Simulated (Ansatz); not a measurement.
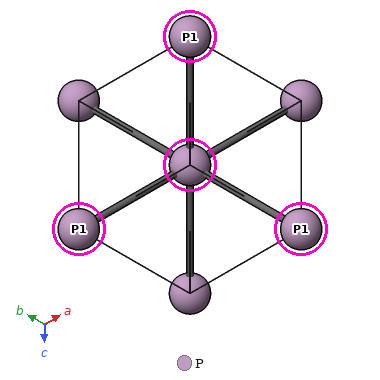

The system is P (R-3m, No. 166; 2 atoms in the cell); the picture shows the reference structure. Atom P1 is moved over a plane while all other atoms and the cell stay fixed (its periodic images move with it) (x along [1 0 0], y along [1 2 0], z along [0 0 1] of the conventional cell). Coordinates scanned: (1) shift of P1 along x; (2) shift of P1 along y. Grid: 5 × 5 points; 11 points were computed and 8 follow by symmetry. At 6 points there is no value. Energies are in eV per cell, from the lowest grid point. The reference cell is the one listed in the database, not relaxed at this level. Theory: DFT PBEsol, scalar-relativistic, plane waves, PAW in Ansatz 0.2.0. Settings: cutoff 420 eV, k-mesh 18×18×18, gaussian smearing 0.15 eV, no spin polarisation.

Its coordinates:

```xyz
2
Lattice="1.7257 0.9963 3.1297 -1.7257 0.9963 3.1297 0.0000 -1.9927 3.1297" Properties=species:S:1:pos:R:3 pbc="T T T"
P     0.0000    0.0000    2.1321
P     0.0000    0.0000    7.2570
```

Range: shift of P1 along x from −0.450 to 0.450 Å; shift of P1 along y from −0.450 to 0.450 Å.

> Predict the map.

The lowest grid point is at shift of P1 along x = 0.000 Å, shift of P1 along y = 0.000 Å. The highest grid point, shift of P1 along x = −0.450 Å, shift of P1 along y = 0.450 Å, lies 1.80 eV above the lowest.

| shift of P1 along y ↓, shift of P1 along x → | −0.450 | −0.225 | 0.000 | 0.225 | 0.450 |
| --- | --- | --- | --- | --- | --- |
| 0.450 | 1.80 | 0.74 | 0.42 | 0.74 | 1.80 |
| 0.225 | 1.09 | – | – | – | 1.09 |
| 0.000 | 0.62 | 0.14 | 0.00 | 0.14 | 0.62 |
| −0.225 | 0.52 | – | – | – | 0.52 |
| −0.450 | 0.94 | 0.84 | 0.83 | 0.84 | 0.94 |

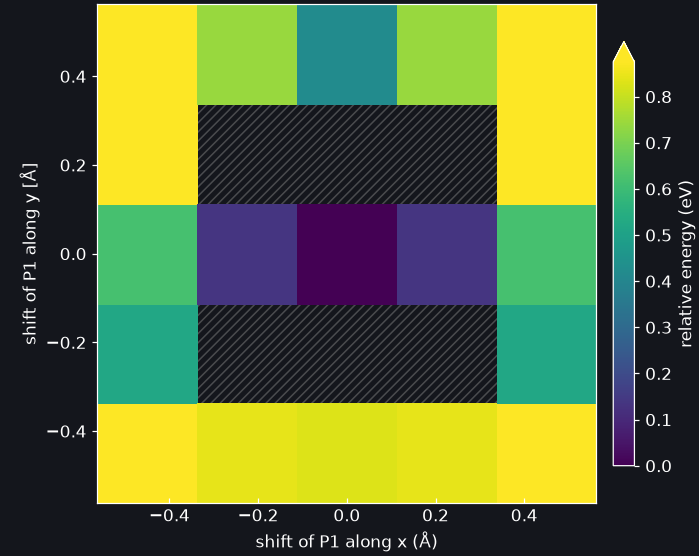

In the figure: one coloured cell a grid point, one colour for all values above the top of the scale, hatched blanks where no value was computed.
